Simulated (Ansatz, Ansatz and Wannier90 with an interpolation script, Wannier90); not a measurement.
# From a coarse GW mesh to bands everywhere: AlN (F-43m), part 2 of 3

Wanted: quasiparticle gap and band widths of AlN (F-43m) over the whole zone.

Ansatz 0.2.0; LDA, Wannier functions and G0W0, plane waves, PAW. Known limits of the many-body steps: not at the basis limit.

So far. Step 2 (LDA bands): The gap is indirect, with the least direct gap 0.99 eV higher.

### Step 4. Wannier functions by Wannier90 (Al:3s Al:3p N:2p) on 10×10×10

Localised functions give a small Hamiltonian that interpolates between mesh points at no cost.

This step: maximally localised Wannier functions from the overlaps of LDA states (plane waves, PAW).

w.win reads:

```
num_iter = 1200
conv_tol = 1.0e-8
conv_window = 5
dis_num_iter = 4000
dis_conv_tol = 1.0e-8
dis_mix_ratio = 0.7
write_hr = true
use_ws_distance = false
num_print_cycles = 50
! ansatz wannier90 interface
! projections by site (counted from 0) and shell: 0 3S, 0 3P, 1 2P
! states of the run's bands (counted from 1): 1-13
num_bands = 13
num_wann  = 7
dis_win_min = 0.63
dis_win_max = 26.9
dis_froz_min = 0.63
dis_froz_max = 12.92
guiding_centres = true

begin unit_cell_cart
Ang
                      0.0               2.18399356               2.18399356
               2.18399356                      0.0               2.18399356
               2.18399356               2.18399356                      0.0
end unit_cell_cart

begin atoms_frac
Al                       0.0                      0.0                      0.0
N                       0.25                     0.25                     0.25
end atoms_frac

mp_grid = 10 10 10

[... the mesh's points ...]
```

Command:

```bash
> OMP_NUM_THREADS=1 mpirun -n 8 wannier90.x w > wannier90.x.log
```

What it wrote:

```text
TEM
                                    ------

                              Lattice Vectors (Ang)
                    a_1     0.000000   2.183994   2.183994
                    a_2     2.183994   0.000000   2.183994
                    a_3     2.183994   2.183994   0.000000

                   Unit Cell Volume:      20.83455  (Ang^3)

                        Reciprocal-Space Vectors (Ang^-1)
                    b_1    -1.438462   1.438462   1.438462
                    b_2     1.438462  -1.438462   1.438462
                    b_3     1.438462   1.438462  -1.438462

 *----------------------------------------------------------------------------*
 |   Site       Fractional Coordinate          Cartesian Coordinate (Ang)     |
 +----------------------------------------------------------------------------+
 | al   1   0.00000   0.00000   0.00000   |    0.00000   0.00000   0.00000    |
 | n    1   0.25000   0.25000   0.25000   |    1.09200   1.09200   1.09200    |
 *----------------------------------------------------------------------------*
                                ------------
                                K-POINT GRID
                                ------------

             Grid size = 10 x 10 x 10      Total points = 1000

 *---------------------------------- MAIN ------------------------------------*
 |  Number of Wannier Functions               :                 7             |
 |  Number of Objective Wannier Functions     :                 7             |
 |  Number of input Bloch states              :                13             |
 |  Output verbosity (1=low, 5=high)          :                 1             |
 |  Timing Level (1=low, 5=high)              :                 1             |
 |  Optimisation (0=memory, 3=speed)          :                 3             |
 |  Length Unit                               :               Ang             |
 |  Post-processing setup (write *.nnkp)      :                 F             |
 |  Using Gamma-only branch of algorithms     :                 F             |
 *----------------------------------------------------------------------------*
 *------------------------------- WANNIERISE ---------------------------------*
 |  Total number of iterations                :              1200             |
 |  Number of CG steps before reset           :                 5             |
 |  Trial step length for line search         :             2.000             |
 |  Convergence tolerence                     :         0.100E-07             |
 |  Convergence window                        :                 5             |
 |  Iterations between writing output         :                50             |
 |  Iterations between backing up to disk     :               100             |
 |  Write r^2_nm to file                      :                 F             |
 |  Write xyz WF centres to file              :                 F             |
 |  Write on-site energies <0n|H|0n> to file  :                 F             |
 |  Use guiding centre to control phases      :                 T             |
 |  Use phases for initial projections        :                 F             |
 |  Iterations before starting guiding centres:                 0             |
 |  Iterations between using guiding centres  :                 1             |
 *----------------------------------------------------------------------------*
 *------------------------------- DISENTANGLE --------------------------------*
 |  Using band disentanglement                :                 T             |
 |  Total number of iterations                :              4000             |
 |  Mixing ratio                              :             0.700             |
 |  Convergence tolerence                     :         1.000E-08             |
 |  Convergence window                        :                 3             |
 *----------------------------------------------------------------------------*
 *-------------------------------- PLOTTING ----------------------------------*
 |  Plotting Hamiltonian in WF basis          :                 T             |
 *----------------------------------------------------------------------------*

 *---------------------------------- K-MESH ----------------------------------*
 +----------------------------------------------------------------------------+
 |                    Distance to Nearest-Neighbour Shells                    |
 |                    ------------------------------------                    |
 |          Shell             Distance (Ang^-1)          Multiplicity         |
 |          -----             -----------------          ------------         |
 |             1                   0.249149                      8            |
 |             2                   0.287692                      6            |
 |             3                   0.406859                     12            |
 |             4                   0.477084                     24            |
 |             5                   0.498298                      8            |
 |             6                   0.575385                      6            |
 |             7                   0.627011                     24            |
 |             8                   0.643300                     24            |
[...]
Reading projections from w.amn : ansatz wannier90 interface

 *------------------------------- DISENTANGLE --------------------------------*
 +----------------------------------------------------------------------------+
 |                              Energy  Windows                               |
 |                              ---------------                               |
 |                   Outer:    0.63000  to   26.90000  (eV)                   |
 |                   Inner:    0.63000  to   12.92000  (eV)                   |
 +----------------------------------------------------------------------------+
   Number of target bands to extract:    7

                   Unitarised projection of Wannier functions
                   ------------------------------------------
   A_mn = <psi_m|g_n> --> S = A.A^+ --> U = S^-1/2.A
   In dis_project... done
   Using an inner window (linner = T)
   In dis_proj_froz... done

                   Extraction of optimally-connected subspace
                   ------------------------------------------
 +---------------------------------------------------------------------+<-- DIS
 |  Iter     Omega_I(i-1)      Omega_I(i)      Delta (frac.)    Time   |<-- DIS
 +---------------------------------------------------------------------+<-- DIS
       1       8.83876399       8.41266180       5.065E-02      0.00    <-- DIS
       2       8.45612839       8.23357644       2.703E-02      0.00    <-- DIS
       3       8.26835176       8.11701160       1.864E-02      0.01    <-- DIS
      50       7.72851530       7.72847273       5.507E-06      0.18    <-- DIS
     100       7.72833460       7.72833327       1.716E-07      0.36    <-- DIS

             <<<      Delta < 1.000E-08  over  3 iterations     >>>
             <<< Disentanglement convergence criteria satisfied >>>

        Final Omega_I     7.72833296 (Ang^2)

 +----------------------------------------------------------------------------+

 Writing checkpoint file w.chk... done

 *------------------------------- WANNIERISE ---------------------------------*
 +--------------------------------------------------------------------+<-- CONV
 | Iter  Delta Spread     RMS Gradient      Spread (Ang^2)      Time  |<-- CONV
 +--------------------------------------------------------------------+<-- CONV

 ------------------------------------------------------------------------------
 Initial State
  WF centre and spread    1  (  0.000000,  0.000000, -0.000000 )     2.38270377
  WF centre and spread    2  ( -0.000000,  0.000000,  0.000000 )     2.50364663
  WF centre and spread    3  ( -0.000000, -0.000000, -0.000000 )     2.50364663
  WF centre and spread    4  ( -0.000000,  0.000000,  0.000000 )     2.50364663
  WF centre and spread    5  (  1.091997,  1.091997,  1.091997 )     0.92047623
  WF centre and spread    6  (  1.091997,  1.091997,  1.091997 )     0.92047623
  WF centre and spread    7  (  1.091997,  1.091997,  1.091997 )     0.92047623
  Sum of centres and spreads (  3.275990,  3.275990,  3.275990 )    12.65507236

      0     0.127E+02     0.0000000000       12.6550723578       0.54  <-- CONV
        O_D=      0.0603998 O_OD=      4.8663396 O_TOT=     12.6550724 <-- SPRD
 ------------------------------------------------------------------------------
 Cycle:      1
  WF centre and spread    1  (  0.000000,  0.000000, -0.000000 )     1.97871330
  WF centre and spread    2  ( -0.000000,  0.000000,  0.000000 )     2.39468607
  WF centre and spread    3  ( -0.000000,  0.000000, -0.000000 )     2.39468607
[...]
Sum of centres and spreads (  3.275990,  3.275990,  3.275990 )    11.81492131

      1    -0.840E+00     0.2155785816       11.8149213067       0.55  <-- CONV
        O_D=      0.0962720 O_OD=      3.9903164 O_TOT=     11.8149213 <-- SPRD
 Delta: O_D=  0.3587223E-01 O_OD= -0.8760233E+00 O_TOT= -0.8401511E+00 <-- DLTA
 ------------------------------------------------------------------------------
 Cycle:     50
[...]
Sum of centres and spreads (  3.275990,  3.275990,  3.275990 )    11.39905288

     50    -0.144E-07     0.0000827123       11.3990528795       0.97  <-- CONV
        O_D=      0.0564763 O_OD=      3.6142437 O_TOT=     11.3990529 <-- SPRD
 Delta: O_D= -0.2242470E-05 O_OD=  0.2228045E-05 O_TOT= -0.1442481E-07 <-- DLTA
 ------------------------------------------------------------------------------

             <<<     Delta < 1.000E-08  over  5 iterations     >>>
             <<< Wannierisation convergence criteria satisfied >>>

 Final State
[...]
WF centre and spread    3  ( -0.000000, -0.000000, -0.000000 )     2.32430975
  WF centre and spread    4  (  0.000000,  0.000000,  0.000000 )     2.32430975
  WF centre and spread    5  (  1.091997,  1.091997,  1.091997 )     0.84892710
  WF centre and spread    6  (  1.091997,  1.091997,  1.091997 )     0.84892710
  WF centre and spread    7  (  1.091997,  1.091997,  1.091997 )     0.84892710
  Sum of centres and spreads (  3.275990,  3.275990,  3.275990 )    11.39905285

         Spreads (Ang^2)       Omega I      =     7.728332955
        ================       Omega D      =     0.056474000
                               Omega OD     =     3.614245899
    Final Spread (Ang^2)       Omega Total  =    11.399052854
 ------------------------------------------------------------------------------

 Writing checkpoint file w.chk... done

 *---------------------------------------------------------------------------*
 |                               PLOTTING                                    |
 *---------------------------------------------------------------------------*

 *===========================================================================*
 |                             TIMING INFORMATION                            |
 *===========================================================================*
 |    Tag                                                Ncalls      Time (s)|
 |---------------------------------------------------------------------------|
 |kmesh: get                                        :         1         0.221|
 |overlap: read                                     :         1         0.760|
 |dis: main                                         :         1         0.547|
 |wann: main                                        :         1         0.493|
 |plot: main                                        :         1         0.079|
 *---------------------------------------------------------------------------*
 All done: wannier90 exiting
```

The job ended after 3.3 s (8 MPI ranks of Arm Neoverse V2, shared host; 25 s of CPU time).

Numbers from this step:

* gauge-invariant spread: 7.728 Å²
* diagonal spread: 0.05647 Å²
* off-diagonal spread: 3.614 Å²
* total spread: 11.40 Å²
* disentanglement steps: 140
* r.m.s. interpolation error: 0.003212 eV
* r.m.s. error near the gap: 0.004053 eV

Near the gap the model misses directly solved bands by 4.1 meV r.m.s. and by 24 meV at most in the window tested. This tests the starting bands, not the corrections carried with them.

Wannier functions, by row:

```csv
function,x (Å),y (Å),z (Å),spread (Å²),nearest atom,distance (Å)
1,0,0,0,1.879,Al1,0
2,0,0,0,2.324,Al1,0
3,0,0,0,2.324,Al1,0
4,0,0,0,2.324,Al1,0
5,1.092,1.092,1.092,0.849,N2,0
6,1.092,1.092,1.092,0.849,N2,0
7,1.092,1.092,1.092,0.849,N2,0
```

Frozen up to 6.24 eV; above it the model need not follow the bands. Electronic bands along the path, in eV, zero at the valence-band top:

```csv
point,band 2,band 3,band 4,band 5,band 6,band 7,band 8
Γ,0.00,0.00,0.00,4.23,12.49,12.49,12.49
X,-4.95,-1.79,-1.79,3.24,12.09,15.48,15.48
U,-4.29,-3.66,-1.38,5.05,11.75,13.82,14.01
jump to K,-4.29,-3.66,-1.38,5.05,11.75,13.82,14.01
Γ,0.00,0.00,0.00,4.23,12.49,12.49,12.49
L,-5.89,-0.48,-0.48,7.43,9.90,11.81,11.81
W,-3.81,-3.47,-2.72,5.96,11.81,12.25,15.44
X,-4.95,-1.79,-1.79,3.24,12.09,15.48,15.48
```

The same for Kohn-Sham, solved directly:

```csv
point,band 2,band 3,band 4,band 5,band 6,band 7,band 8
Γ,0.00,0.00,0.00,4.23,12.36,12.36,12.36
X,-4.95,-1.79,-1.79,3.24,8.42,13.75,15.48
U,-4.29,-3.66,-1.38,5.08,9.93,12.88,13.97
K,-4.29,-3.66,-1.38,5.08,9.93,12.88,13.97
Γ,0.00,0.00,0.00,4.23,12.36,12.36,12.36
L,-5.89,-0.48,-0.48,7.27,9.77,10.97,10.97
W,-3.81,-3.47,-2.72,5.96,11.24,11.83,11.98
X,-4.95,-1.79,-1.79,3.24,8.42,13.75,15.48
```

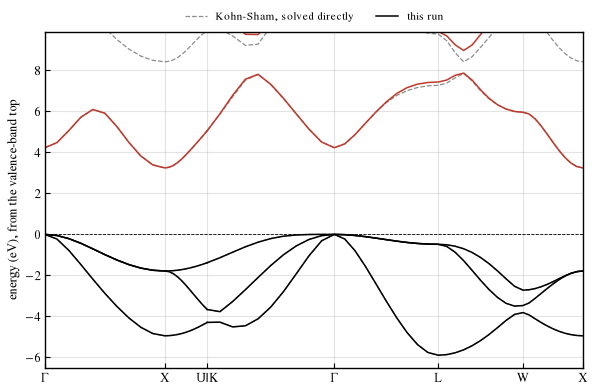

Electronic bands along the path; lines of filled and empty bands in two colours; dashed: Kohn-Sham, solved directly.

[end of part 2 of 3]

[Paths, hosts, dates, memory and timing lines, banners, echoed tables and standing remarks are left out of the program output.]

[Logs are printed without paths, hosts, clocks, repeated set-up lines and the standing remarks that a program may print on its own settings, such as how far it seeks lower states.]

[Runs of the session that timed out or met a known fault of the program may be left out.]

[Hosts, paths, dates, database ids (printed as entryN), source tags and the programs' standing remarks are cut or masked in the printed files.]
